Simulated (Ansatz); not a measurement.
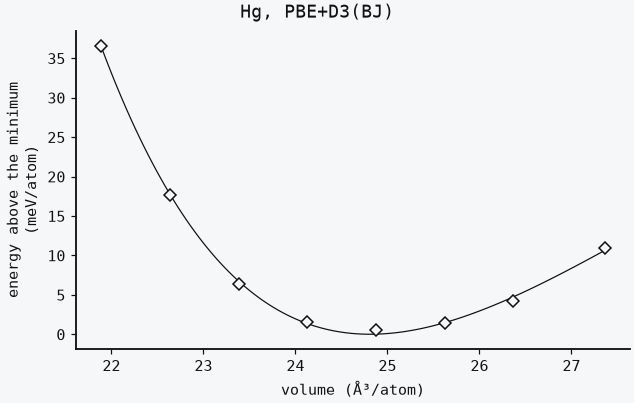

Plotted: energy above the minimum against volume for Hg, space group Fm-3m (No. 225).

Starting cell:
```cif
data_structure
_symmetry_space_group_name_H-M 'P 1'
_symmetry_Int_Tables_number 1
_cell_length_a 3.2766
_cell_length_b 3.2766
_cell_length_c 3.2766
_cell_angle_alpha 60.000
_cell_angle_beta 60.000
_cell_angle_gamma 60.000
_cell_volume 24.87
loop_
_atom_site_label
_atom_site_type_symbol
_atom_site_fract_x
_atom_site_fract_y
_atom_site_fract_z
_atom_site_occupancy
Hg1 Hg 0.00000 0.00000 0.00000 1
```

How it was computed, with Ansatz 0.2.0: third-order Birch-Murnaghan fit to density functional energies at scaled volumes of the given relaxed cell, shape and atoms relaxed at each volume; energies count from the fitted minimum; plane waves with PAW datasets, Γ-centred k mesh. Level: PBE with D3(BJ), no spin polarisation.

- wave cutoff: 420 eV
- k mesh: 16×16×16
- occupations: Gaussian
- smearing width: 0.1 eV

From this curve and the settings, what does the calculation give for the pressure at the same points?

The pressure falls from 4.97 GPa at volume 21.889 Å³/atom to −1.25 GPa at 27.361 Å³/atom, and changes sign near 24.84 Å³/atom.

| volume (Å³/atom) | pressure (GPa) |
| --- | --- |
| 21.889 | 4.97 |
| 22.635 | 3.14 |
| 23.381 | 1.67 |
| 24.127 | 0.60 |
| 24.874 | −0.03 |
| 25.620 | −0.44 |
| 26.366 | −0.85 |
| 27.361 | −1.25 |

Keep in mind: pressure derivative unusual.
